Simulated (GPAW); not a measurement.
**MgO (Fm-3m): refractive index against wavelength**

The refractive index of MgO (Fm-3m) below the direct gap (4.74 eV on the mesh) is read from one computed spectrum, n = √(Re ε).

Symmetry: Fm-3m, No. 225, cubic system. The conventional cell has a = 4.217 Å, b = 4.217 Å, c = 4.217 Å, α = 90.00°, β = 90.00°, γ = 90.00°. Mg on site a has 6 O at 2.11 Å as nearest neighbours. O on site b is surrounded by 6 Mg at 2.11 Å.

Method: GPAW 26.7.0, PBE, RPA, k-mesh 19×19×19, local fields up to 60 eV, Lorentzian half width 0.2 eV.

Launch of the response step: `OMP_NUM_THREADS=1 python df.py`. The run took 1.8 min, its band step included, on 1 thread of Arm Neoverse N1, on a shared host.

```tsv
wavelength (nm)	photon energy E (eV)	n
850	1.459	1.7586
700	1.771	1.7649
633	1.959	1.7694
532	2.331	1.7802
450	2.755	1.7958
405	3.061	1.8098
365	3.397	?
```

In the single-oscillator model n² − 1 = E₀E_d/(E₀² − E²), so 1/(n² − 1) = E₀/E_d − E²/(E₀E_d) is linear in E².

Working, on the rows shown:

| x = E² (eV²) | y = 1/(n² − 1) |
| --- | --- |
| 2.12762 | 0.477858 |
| 3.13716 | 0.472842 |
| 3.83641 | 0.469313 |
| 5.43137 | 0.461018 |
| 7.59115 | 0.449459 |
| 9.37179 | 0.439488 |

Means: x̄ = 5.2493, ȳ = 0.46166. Σ(x − x̄)(y − ȳ) = -0.2051, Σ(x − x̄)² = 38.71. Slope = -0.2051 / 38.71 = -0.005297; intercept = ȳ − slope · x̄ = 0.48947. Turned back into n, the line misses the rows shown by at most 0.00048.

Question: Fill in the last column of the withheld row.

Answer: At x = 11.538 the line gives y = 0.42835, that is 1.8261. The run gave 1.8285, so the extrapolation is off by 0.0024, 3 % of the range in the table.

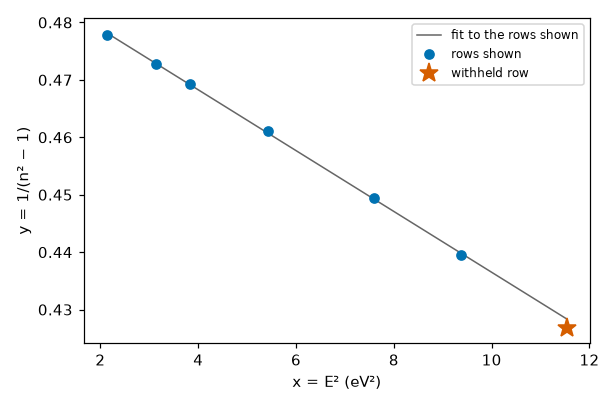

Refitted with all rows, the slope is -0.005418 and the intercept 0.48998. These give E₀ = √(intercept/−slope) = 9.51 eV and E_d = E₀/intercept = 19.4 eV; E₀ is 2.0 times the direct gap. The electronic limit at long wavelengths, without lattice vibrations, is n = √(1 + 1/intercept) = 1.744. The cell comes from an older database entry, whose edges can be off by a per cent or so. Excitons are left out; PBE gaps are as a rule too small. The values come from a sum over the points of one k-mesh and carry its error, which grows as the direct gap shrinks. This version of GPAW has incomplete matrix elements in the optical limit, which can lower ε − 1 by up to a tenth where first-row anions or d states rule. The local-field cutoff holds few shells of reciprocal vectors for this small cell, so ε∞ can read a few per cent high.

[Logs are printed without paths, hosts, clocks, repeated set-up lines and the standing remarks that a program may print on its own settings, such as how far it seeks lower states.]
